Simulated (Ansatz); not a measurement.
System: CsH.

Input file:

```
crystal:
  lattice:
    - [4.0056256121, 0.0, 0.0]
    - [0.0, 4.0056256121, 0.0]
    - [0.0, 0.0, 3.8130657897]
  atoms:
    - { symbol: Cs, position: [0.0, 0.0, 0.0] }
    - { symbol: H, position: [0.5, 0.5, 0.5] }
kpoints:
  mp_grid: { grid: [4, 4, 4] }
  band_path:
    path: [[0.0, 0.0, 0.0], [0.0, 0.5, 0.0], [0.5, 0.5, 0.0], [0.5, 0.5, 0.5]]
    npoints: 1
hamiltonian:
  xc: hse06
scf:
  occupations: { method: fixed }
  n_extra_bands: 4
output:
  forces: true
  stress: true
  eigenvalues: true
  write_density: true
  write_potential: true
  elf: true
  volumetric_format: npy
```

Launched as:

```sh
ansatz run input.yaml --threads 4 --pin off --max-ram 4608MiB --backend cpu --events-out ev --progress --plain --runs-dir out
```

Below, planes, directions and counts refer to the conventional cell (a = 4.01 Å, b = 4.01 Å, c = 3.81 Å, α = 90.00°, β = 90.00°, γ = 90.00°).

Space group P4/mmm; a structure from a database of computed crystals, not necessarily the ambient phase; started from the database structure prototype, which need not be the ambient phase; changed on purpose from its base cell (biaxial xy strain +5.0%).

All numbers below come from DFT, HSE06, plane waves, PAW in Ansatz 0.2.0.

**Predict the valence pseudo-density and electron localisation function between the atoms.**

Cs–H (3.41 Å): ρ at the midpoint is about 0.06 e/Å³; the ELF climbs to about 1 towards the hydrogen.

**Does the calculation make it a metal, or give it a gap?**

It is gapped, with a Kohn–Sham gap of 3.3 eV on the k-point mesh, an upper bound to the gap of this method.

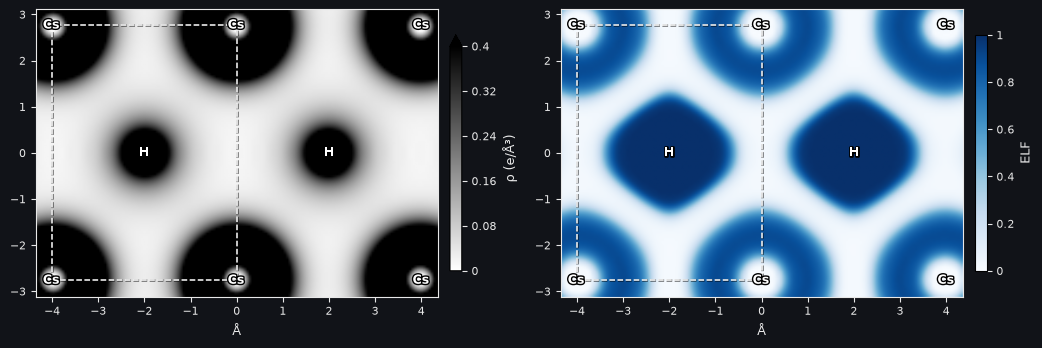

Computed valence pseudo-density and electron localisation function on the (101) plane of the conventional cell, in this order. 

In a PAW calculation such maps are meaningful between the atoms, not at the nuclei.
